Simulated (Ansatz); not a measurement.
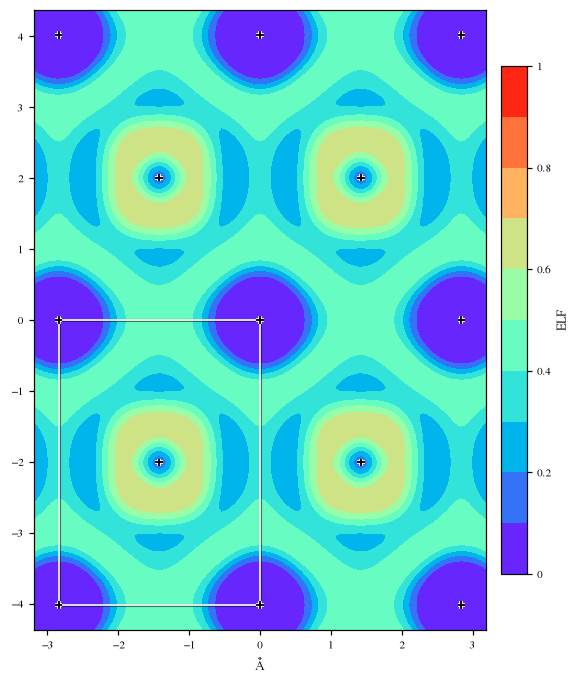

The electron localisation function on a plane through atoms (crosses mark nuclei in the plane).

The calculation used Ansatz, DFT PBEsol, scalar-relativistic, plane waves, PAW.

Candidates:
A. AlRu, a = 2.84 Å, b = 2.84 Å, c = 2.84 Å, α = 90.00°, β = 90.00°, γ = 90.00°. Space group Pm-3m; changed on purpose from its base cell (strain -0.050 along x and y, -0.050 along z, atoms carried along); computed pressure about 41 GPa in this cell; computed without spin polarisation.
B. VO₂, a = 4.54 Å, b = 4.54 Å, c = 2.80 Å, α = 90.00°, β = 90.00°, γ = 90.00°. Space group P4₂/mnm; spin-polarised.

Which system is this?

Answer. Candidate A: AlRu on the (110) plane of the conventional cell, which holds Al and Ru. Al–Ru (2.46 Å): the ELF is about 0.35 at the midpoint.
